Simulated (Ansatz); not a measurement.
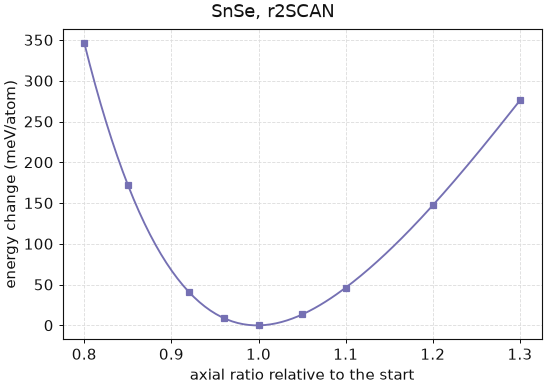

The figure shows the energy change against relative axial ratio for SnSe, space group P4/nmm (No. 129).

Structure:
```yaml
crystal:
  lattice:
    - [4.28533, 0.00000, 0.00000]
    - [0.00000, 4.28533, 0.00000]
    - [0.00000, 0.00000, 10.99069]
  atoms:
    - { symbol: Sn, position: [0.50000, 0.00000, 0.37223] }
    - { symbol: Sn, position: [0.00000, 0.50000, 0.62777] }
    - { symbol: Se, position: [0.50000, 0.00000, 0.61604] }
    - { symbol: Se, position: [0.00000, 0.50000, 0.38396] }
```

Calculation (Ansatz 0.2.0): deformation of a crystal at fixed volume, lengths along the axis scaled against those across it, fractional coordinates fixed, by plane-wave density functional theory with PAW datasets, free energies less that of the undisturbed cell, pressure positive in compression; scalar-relativistic. Level: r2SCAN, no spin polarisation.

wave cutoff 500 eV; k mesh 8×8×4; occupations Gaussian; smearing width 0.05 eV; k shift (0, 0, 0) (mesh steps); start as given; path tetragonal; axis direction (0, 0, 1) (Cartesian unit vector).

From this curve and the settings, what does the calculation give for the pressure and gap on the k mesh at the same points?

The pressure goes from 3.392 GPa at relative axial ratio 0.80 to 3.725 GPa at 1.30, not monotonically, with a low of 0.018 GPa at 1.00. The gap on the k mesh stays open and runs from 1.873 eV at relative axial ratio 0.80 to 0.350 eV at 1.30.

| axial ratio relative to the start | pressure (GPa) | gap on the k mesh (eV) |
| --- | --- | --- |
| 0.80 | 3.392 | 1.873 |
| 0.85 | 1.683 | 1.692 |
| 0.92 | 0.390 | 1.448 |
| 0.96 | 0.085 | 1.364 |
| 1.00 | 0.018 | 1.317 |
| 1.05 | 0.202 | 1.247 |
| 1.10 | 0.614 | 1.022 |
| 1.20 | 1.939 | 0.639 |
| 1.30 | 3.725 | 0.350 |

Keep in mind: reference crystal is not relaxed; shape and atomic fractions are frozen while scaling, which makes layered, chain and framework solids too stiff.
